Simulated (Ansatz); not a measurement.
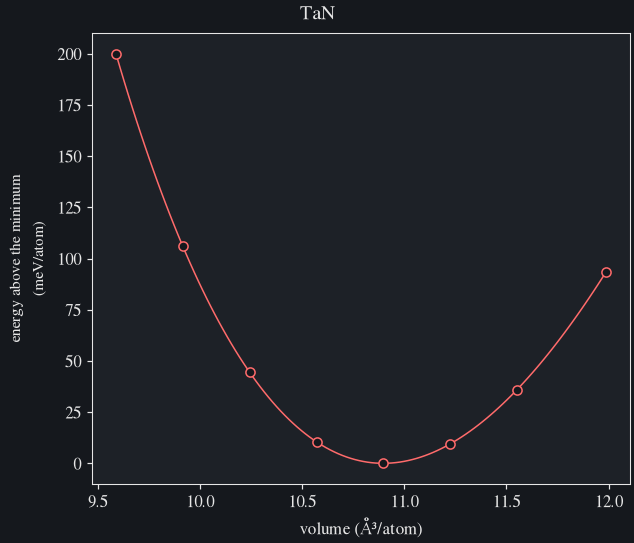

The plot gives the computed energy above the minimum against volume for TaN, space group P6_3/mmc (No. 194).

The given structure:
```xyz
4
Lattice="2.9171 0.0000 0.0000 -1.4586 2.5263 0.0000 0.0000 0.0000 5.9150" Properties=species:S:1:pos:R:3 pbc="T T T"
Ta    0.0000    0.0000    0.0000
Ta    0.0000    0.0000    2.9575
N     0.0000    1.6842    1.4787
N     1.4586    0.8421    4.4362
```

Method: third-order Birch-Murnaghan fit to density functional energies at scaled volumes of the given relaxed cell, shape and atoms relaxed at each volume; energies count from the fitted minimum; plane waves with PAW datasets, Γ-centred k mesh (Ansatz 0.2.0). Level: PBE, no spin polarisation.

wave cutoff 420 eV; k mesh 18×18×8; occupations Gaussian; smearing width 0.1 eV.

From this curve and the settings, what does the calculation give for the pressure at the same points?

The pressure falls from 54.85 GPa at volume 9.590 Å³/atom to −25.17 GPa at 11.987 Å³/atom, and changes sign near 10.90 Å³/atom.

| volume (Å³/atom) | pressure (GPa) |
| --- | --- |
| 9.590 | 54.85 |
| 9.917 | 37.67 |
| 10.244 | 23.05 |
| 10.571 | 10.61 |
| 10.898 | 0.01 |
| 11.225 | −9.02 |
| 11.552 | −16.70 |
| 11.987 | −25.17 |
